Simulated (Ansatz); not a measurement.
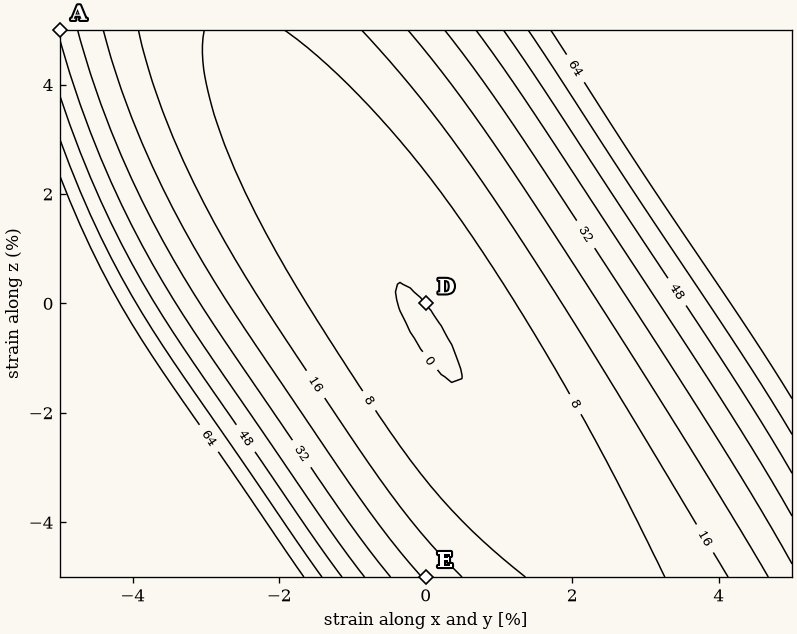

Au (Fm-3m, No. 225; 1 atom in the cell). 
- The cell is strained homogeneously, by one strain along x and y and another along z, with fractional coordinates fixed (x, y and z along the cube axes).
- The first coordinate is: strain along x and y; the second: strain along z.
- Grid: 5 × 5 points.
- Points are written as (first, second).
- Energies: meV/atom, counted from the lowest grid point.
- The reference cell is the one listed in the database, not relaxed at this level.
- Computed with DFT PBEsol, scalar-relativistic, plane waves, PAW (Ansatz 0.2.0). Settings: cutoff 420 eV, k-mesh 20×20×20, gaussian smearing 0.15 eV, no spin polarisation.

In the figure: contour lines labelled in meV/atom (none above 64), lettered points. Between grid points the surface is interpolated.

Is E the lowest point of the computed grid?

Answer. No. E lies 23 meV/atom above the lowest grid point, which is at (0.0 %, 0.0 %).

Rank the lettered points by energy, lowest first.

Answer. D (0 meV/atom), E (23 meV/atom), A (39 meV/atom).
